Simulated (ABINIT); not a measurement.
# Beyond one shot: MgO (Fm-3m), part 2 of 2

Aim: iterate the self-energy on MgO (Fm-3m) and follow the gap from cycle to cycle.

ABINIT 10.8.3; PBEsol and many-body steps on it, plane waves. Known limits of the many-body steps: not at the basis limit.

So far. Step 10 (evGW, cycle 1): Against G0W0 in ABINIT (6×6×6 mesh, 96 bands, screening to 244.9 eV, Godby-Needs plasmon pole), the gap moves by +1.047 eV. Step 13 (evGW, cycle 2): Against the cycle before, the gap moves by +0.090 eV.

### Step 16. evGW, cycle 3

This step: evGW on PBEsol, plane waves, norm-conserving pseudopotentials.

run.abi reads:

```
acell 3*1.0 Angstrom
rprim 
  -0.000000000000 2.097001392700 2.097001392700
  2.097001392700 -0.000000000000 2.097001392700
  2.097001392700 2.097001392700 -0.000000000000
ntypat 2
znucl 12 8
natom 2
typat 1 2
xred 
  0.000000000000 0.000000000000 0.000000000000
  0.500000000000 0.500000000000 0.500000000000
pp_dirpath "pseudos"
pseudos "Mg.upf, O.upf"
ecut 38
ngkpt 6 6 6
nshiftk 1
shiftk 0 0 0
kptopt 1
chksymbreak 0
istwfk *1
occopt 1
irdwfk 1
optdriver 4
nband 96
gwcalctyp 10
ecutsigx 38
symsigma 1
nkptgw 16
kptgw 
  0.0000000000 0.0000000000 0.0000000000
  0.1666666667 0.0000000000 0.0000000000
  0.3333333333 0.0000000000 0.0000000000
  0.5000000000 0.0000000000 0.0000000000
  0.1666666667 0.1666666667 0.0000000000
  0.3333333333 0.1666666667 0.0000000000
  0.5000000000 0.1666666667 0.0000000000
  -0.3333333333 0.1666666667 0.0000000000
  -0.1666666667 0.1666666667 0.0000000000
  0.3333333333 0.3333333333 0.0000000000
  0.5000000000 0.3333333333 0.0000000000
  -0.3333333333 0.3333333333 0.0000000000
  0.5000000000 0.5000000000 0.0000000000
  0.5000000000 0.3333333333 0.1666666667
  -0.3333333333 0.3333333333 0.1666666667
  -0.3333333333 0.5000000000 0.1666666667
bdgw 
  1 15
  1 15
  1 15
  1 15
  1 15
  1 15
  1 15
  1 15
  1 15
  1 15
  1 15
  1 15
  1 15
  1 15
  1 15
  1 15
ecuteps 9
irdscr 1
ppmodel 1
irdqps 1
indata_prefix "in"
outdata_prefix "out"
tmpdata_prefix "tmp"
```

Command:

```console
> OMP_NUM_THREADS=1 mpirun -n 4 abinit run.abi > log
```

Run time: 12 min. Hardware: 4 MPI ranks of Arm Neoverse V1, shared host; peak memory 1.1 GiB; 47 min of CPU time.

Numbers from this step:

```yaml
quasiparticle_gap_on_the_mesh: 8.470 eV
gap_of_the_density_functional_on_the_mesh: 4.791 eV
k_of_the_valence_top: 0, 0, 0
k_of_the_conduction_bottom: 0, 0, 0
least_direct_quasiparticle_gap_on_the_computed_points: 8.470 eV
```

Against the cycle before, the gap moves by +0.014 eV.

### Step 17. Screening, 6×6×6 mesh, 96 bands, screening to 244.9 eV

This step: RPA screening on PBEsol, plane waves, norm-conserving pseudopotentials.

run.abi reads:

```
acell 3*1.0 Angstrom
rprim 
  -0.000000000000 2.097001392700 2.097001392700
  2.097001392700 -0.000000000000 2.097001392700
  2.097001392700 2.097001392700 -0.000000000000
ntypat 2
znucl 12 8
natom 2
typat 1 2
xred 
  0.000000000000 0.000000000000 0.000000000000
  0.500000000000 0.500000000000 0.500000000000
pp_dirpath "pseudos"
pseudos "Mg.upf, O.upf"
ecut 38
ngkpt 6 6 6
nshiftk 1
shiftk 0 0 0
kptopt 1
chksymbreak 0
istwfk *1
occopt 1
irdwfk 1
optdriver 3
nband 96
ecuteps 9
inclvkb 2
awtr 1
symchi 1
gwcalctyp 10
mbpt_sciss 4.239 eV
nqptdm 1
qptdm 
  0 0 0
indata_prefix "in"
outdata_prefix "out"
tmpdata_prefix "tmp"
```

The job ended after 4.3 s (4 MPI ranks; peak memory 0.58 GiB).

This step gave:

* ε∞ with local fields, on this mesh, along the program's q direction: 2.547
* the same without local fields: 2.690
* plasma frequency: 34.59 eV
* plane waves in the screening matrix: 169

This screening uses the functional's bands under a rigid shift, the mean opening of the cycle before.

### Step 18. Screening, 6×6×6 mesh, 96 bands, screening to 244.9 eV

This step: RPA screening on PBEsol from quasiparticle energies, plane waves, norm-conserving pseudopotentials.

Edit run.abi of step 17 so:

```diff
@@ -29,7 +29,21 @@
 symchi 1
+irdqps 1
 gwcalctyp 10
-mbpt_sciss 4.239 eV
-nqptdm 1
+nqptdm 15
 qptdm 
-  0 0 0
+  0.1666666667 0.0000000000 0.0000000000
+  0.3333333333 0.0000000000 0.0000000000
+  0.5000000000 0.0000000000 0.0000000000
+  0.1666666667 0.1666666667 0.0000000000
+  0.3333333333 0.1666666667 0.0000000000
+  0.5000000000 0.1666666667 0.0000000000
+  -0.3333333333 0.1666666667 0.0000000000
+  -0.1666666667 0.1666666667 0.0000000000
+  0.3333333333 0.3333333333 0.0000000000
+  0.5000000000 0.3333333333 0.0000000000
+  -0.3333333333 0.3333333333 0.0000000000
+  0.5000000000 0.5000000000 0.0000000000
+  0.5000000000 0.3333333333 0.1666666667
+  -0.3333333333 0.3333333333 0.1666666667
+  -0.3333333333 0.5000000000 0.1666666667
 indata_prefix "in"
```

mrgscr.stdin reads:

```
2
merged
q0_SCR
out_SCR
1
```

Command:

```console
> OMP_NUM_THREADS=1 mpirun -n 4 abinit run.abi > log; mrgscr < mrgscr.stdin
```

Wall time 74 s (4 MPI ranks); peak memory 0.76 GiB.

Numbers from this step:

```
plasma frequency                    : 34.59 eV
plane waves in the screening matrix : 169
```

This screening reads the quasiparticle levels of the cycle before.

### Step 19. evGW, cycle 4

This step: evGW on PBEsol, plane waves, norm-conserving pseudopotentials.

Edit run.abi of step 18 so:

```diff
@@ -23,12 +23,10 @@
 irdwfk 1
-optdriver 3
+optdriver 4
 nband 96
-ecuteps 9
-inclvkb 2
-awtr 1
-symchi 1
-irdqps 1
 gwcalctyp 10
-nqptdm 15
-qptdm 
+ecutsigx 38
+symsigma 1
+nkptgw 16
+kptgw 
+  0.0000000000 0.0000000000 0.0000000000
   0.1666666667 0.0000000000 0.0000000000
@@ -48,2 +46,23 @@
   -0.3333333333 0.5000000000 0.1666666667
+bdgw 
+  1 15
+  1 15
+  1 15
+  1 15
+  1 15
+  1 15
+  1 15
+  1 15
+  1 15
+  1 15
+  1 15
+  1 15
+  1 15
+  1 15
+  1 15
+  1 15
+ecuteps 9
+irdscr 1
+ppmodel 1
+irdqps 1
 indata_prefix "in"
```

Command:

```console
> OMP_NUM_THREADS=1 mpirun -n 4 abinit run.abi > log
```

Run time: 12 min. Hardware: 4 MPI ranks; peak memory 1.1 GiB; 47 min of CPU time.

Numbers from this step:

| Item | Value |
| --- | --- |
| quasiparticle gap on the mesh | 8.471 eV |
| gap of the density functional on the mesh | 4.791 eV |
| k of the valence top | 0, 0, 0 |
| k of the conduction bottom | 0, 0, 0 |
| least direct quasiparticle gap on the computed points | 8.471 eV |

Against the cycle before, the gap moves by +0.001 eV.

### Step 20. The runs together

Times are wall times on 4 MPI ranks of Arm Neoverse V1, shared host, good to a factor of about two. A run's time includes the screening step that it read.

```tsv
run	mesh	bands	screening cutoff (eV)	DFT gap (eV)	gap on the mesh (eV)	direct (eV)	ε∞ used	time
G0W0	6×6×6	96	244.9	4.791	7.319	7.319	3.08	89 s
evGW0, cycle 1	6×6×6	96	244.9	4.791	7.856	7.856	3.08	13 min
evGW0, cycle 2	6×6×6	96	244.9	4.791	7.710	7.710	3.08	13 min
evGW0, cycle 3	6×6×6	96	244.9	4.791	7.711	7.711	3.08	13 min
evGW, cycle 1	6×6×6	96	244.9	4.791	8.366	8.366	2.63	13 min
evGW, cycle 2	6×6×6	96	244.9	4.791	8.456	8.456	2.56	13 min
evGW, cycle 3	6×6×6	96	244.9	4.791	8.470	8.470	2.55	13 min
evGW, cycle 4	6×6×6	96	244.9	4.791	8.471	8.471	2.55	13 min
```

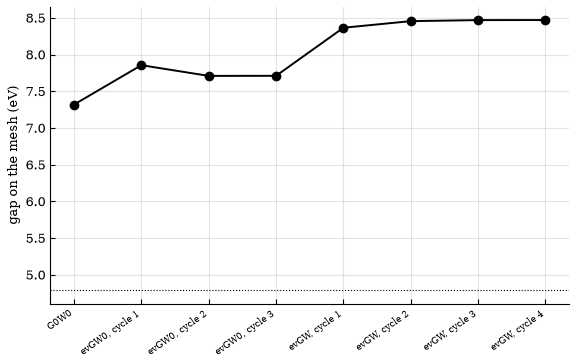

The gap through the cycles; the dotted line is the starting gap.

### Step 21. Results

```
G0W0           : 7.319 eV
evGW0, cycle 1 : 7.856 eV
evGW0, cycle 2 : 7.710 eV
evGW0, cycle 3 : 7.711 eV
evGW, cycle 1  : 8.366 eV
evGW, cycle 2  : 8.456 eV
evGW, cycle 3  : 8.470 eV
evGW, cycle 4  : 8.471 eV
known limits   : not at the basis limit
```

In words: Only the bands that the input lists are updated; the others, empty or deep, keep the functional's energies or take a rigid shift. The evGW loop starts from the last levels of evGW0, so its cycles and time come on top of those. evGW0 ends at 7.71 eV, +0.39 eV from G0W0, after 3 cycles that took 35 min beside the first screening; the last moved the gap by 0.001 eV. evGW ends at 8.47 eV, +1.15 eV from G0W0, after 4 cycles that took 52 min beside the first screening; the last moved the gap by 0.001 eV. The first cycle of evGW0 takes the full correction, without the factor Z, so it overshoots the one-shot value. Against experiment, by evGW, cycle 4: the gap of 8.47 eV lies +0.64 eV from the measured 7.83 eV (kind not stated, quoted 2009). These are gaps on the mesh, at modest bands and cutoff. The calculation has static nuclei and no excitons; a measured gap holds zero-point and thermal motion, which mostly lowers it. Bands and cutoff are finite, so the gap is not at the basis limit. The miss can reach some tenths of an eV and take either sign; the mesh is an error of its own. In the updated screening the q = 0 part is built from Kohn-Sham bands under a rigid shift, the other q from the quasiparticle levels.

[Paths, hosts, dates, memory and timing lines, banners, echoed tables and standing remarks are left out of the program output.]

[Logs are printed without paths, hosts, clocks, repeated set-up lines and the standing remarks that a program may print on its own settings, such as how far it seeks lower states.]

[Runs of the session that timed out or met a known fault of the program may be left out.]

[Hosts, paths, dates, database ids (printed as entryN), source tags and the programs' standing remarks are cut or masked in the printed files.]

[G0W0 gaps are taken among the corrected bands and points alone; a level outside them can change the order at an edge.]

[Where Ansatz stands beside ABINIT at settings called matched, ABINIT's density can come from a denser mesh and the files from another edition; pairs whose starting gaps differed by over 0.03 eV were left out, so agreement reads better than it is.]
